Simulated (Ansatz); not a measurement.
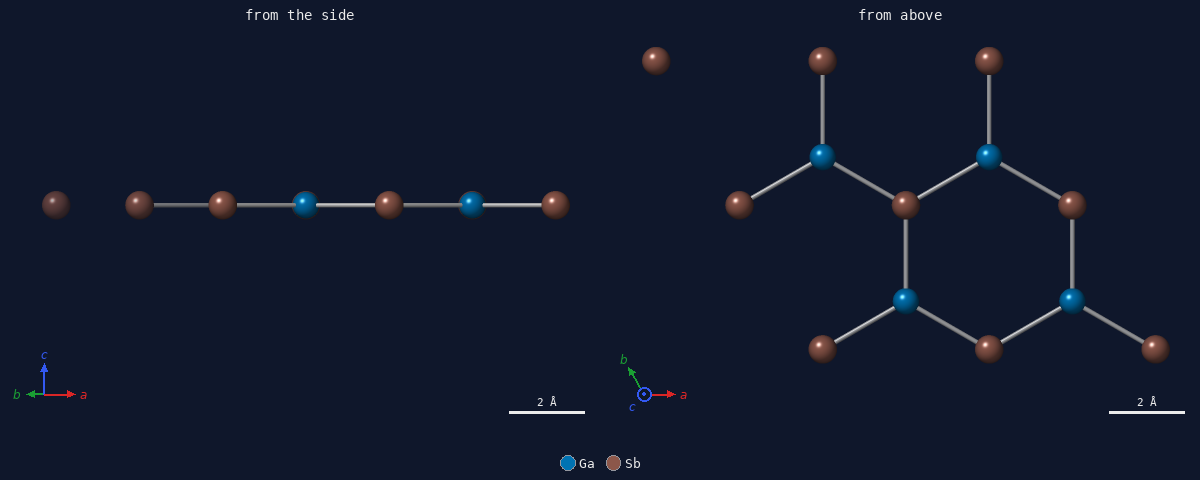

A ball-and-stick picture of a periodic sheet, seen from the side and from above. The surface normal points up in side views; the vacuum is left out. 2×2 cells are drawn in the plane, with atoms at the edges repeated.

The cell holds 1 Ga, 1 Sb.

> How is each face terminated?

The top face ends in Ga and Sb, the bottom face in Ga and Sb. The two faces are alike.

> Give the thickness from the bottom atom to the top atom.

About 0.0 Å from the lowest to the highest atom.

> Give the coordination of the atoms.

The coordination shell of Ga holds three Sb in a trigonal planar arrangement at about 2.6 Å. Sb bonds to three Ga in a trigonal planar arrangement at about 2.6 Å. The bonds build GaSb layers parallel to the surface.

The cell started as a random cell made by a generator, so it need not be a real form of the compound. It is drawn as it came out of a relaxation with Ansatz, DFT PBE, scalar-relativistic, plane waves, PAW.
